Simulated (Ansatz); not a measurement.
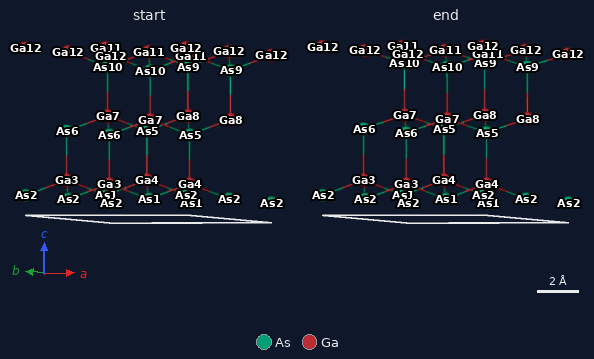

The structure of a slab of composition GaAs (cut from the F-43m phase) before (left) and after (right) a constrained relaxation, at one scale.

A ball-and-stick model of the 1 × 2 repeat of the cell, outlined in the plane, without the vacuum, seen from a free direction.

Case: lower part held, upper part relaxed from the bulk's places. The slab is the (1 1 1) face of GaAs. 4 atoms are held fixed.

These are results of DFT PBEsol, scalar-relativistic, plane waves, PAW in Ansatz 0.2.0, not measurements. (plane-wave cutoff 420 eV; k-point mesh 5 × 9 × 1; occupations gaussian; smearing width 0.05 eV; no spin polarisation; dipole correction; atoms relaxed in a fixed cell; force threshold 0.02 eV/Å; at most 90 steps)

**Summarise the run.**

The largest moves, 0.18 Å, are those of As9 and As10. As9 goes along the normal (+c). By element the largest moves are As 0.18 Å, Ga 0.07 Å. The cell doesn't change. Some distances before and after: Ga7–As10 2.450 → 2.587 Å, Ga3–As6 2.450 → 2.563 Å, As10–Ga11 2.450 → 2.414 Å, As10–Ga12 2.450 → 2.416 Å. Bond angles that change, for instance: Ga11–As9–Ga12 109.5° → 111.9°, As9–Ga11–As10 109.5° → 111.9°, Ga8–As9–Ga11 109.5° → 107.1°. Over 3 geometry steps the energy falls by 0.150 eV per cell of the calculation. Largest force component: 0.81 eV/Å at the start, 0.011 eV/Å at the end. The run took 2.8 min on 4 threads of Intel(R) Xeon(R) Platinum 8259CL CPU @ 2.50GHz (Skylake/Cascade Lake), on a shared host, peak memory 2.3 GiB.
